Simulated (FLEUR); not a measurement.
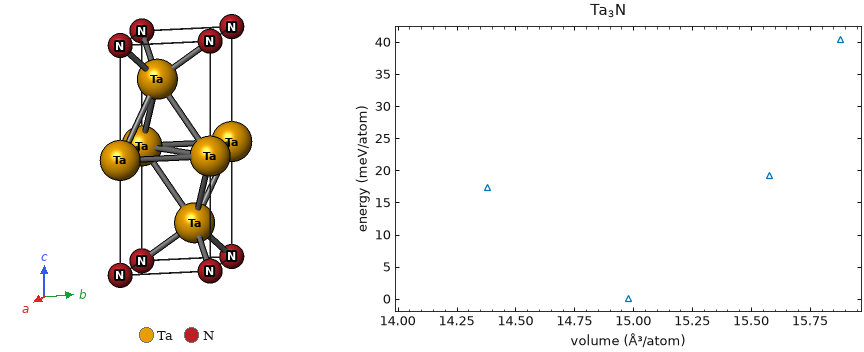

The picture above shows the energy against volume for Ta₃N, space group P-3m1 (No. 164). The conventional cell is drawn beside the plot.

Structure:
```xyz
4
Lattice="3.0322 0.0000 0.0000 -1.5161 2.6260 0.0000 0.0000 0.0000 7.5241" Properties=species:S:1:pos:R:3 pbc="T T T"
Ta    1.5161    0.8753    6.2155
Ta    0.0000    1.7507    1.3087
Ta    0.0000    0.0000    3.7621
N     0.0000    0.0000    0.0000
```

Method: all-electron LAPW DFT, no spin polarisation; energies at scaled volumes of the given cell, shape and fractions fixed, counted from the fit's minimum, third-order Birch-Murnaghan fit (FLEUR MaX-R8.1 (later development tree)). Level: PBE.

```tsv
setting	value
k mesh	10×10×4
occupations	Fermi–Dirac
smearing width	0.05 eV
potentials	all electron
program settings	basis FLAPW, kmax 5.07 1/bohr
```

The point at volume 14.08 Å³/atom is left out of the plot. What does the calculation give there?

```json
{"volume (Å³/atom)": "14.08", "energy (meV/atom)": "42.22"}
```

Note: shape and atomic fractions are frozen while scaling, which makes layered, chain and framework solids too stiff.
